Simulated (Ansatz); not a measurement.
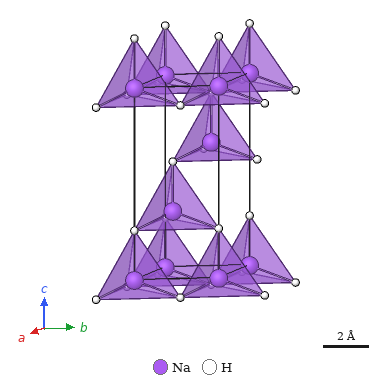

Shown here is a polyhedral view of the crystal, taken slightly off an axis. The parallelepiped is the conventional unit cell. Some atoms of the next cells are drawn as well.

NaH, space group R3m (No. 160), a = 3.850 Å, b = 3.850 Å, c = 8.780 Å, α = 90.00°, β = 90.00°, γ = 120.00°. The structure was taken from a structure type filled with these elements by a generator (whether the compound takes this form wasn't checked). The cell was then strained or its atoms displaced on purpose. It was run through Ansatz as a DFT input.

This one geometry was computed with Ansatz (DFT, plane waves, PAW) at three levels of theory: r2SCAN, PBE and HSE06. It was relaxed with r2SCAN and then strained.

### How does the band gap change with the level of theory?

PBE: a gap of 3.44 eV, indirect; r2SCAN: a gap of 3.87 eV, indirect; HSE06: a gap of 4.42 eV, indirect.

### Collect the results in a table.

| level | cutoff (eV) | k-mesh of the run's cell | gap (eV) | pressure (GPa) |
| --- | --- | --- | --- | --- |
| r2SCAN | 500 | 8×8×8 | 3.87 | -1.1 |
| PBE | 420 | 8×8×8 | 3.44 | -0.9 |
| HSE06 | 420 | 6×6×6 | 4.42 | -1.1 |

Gaps are taken on the k-mesh or band path of each run.
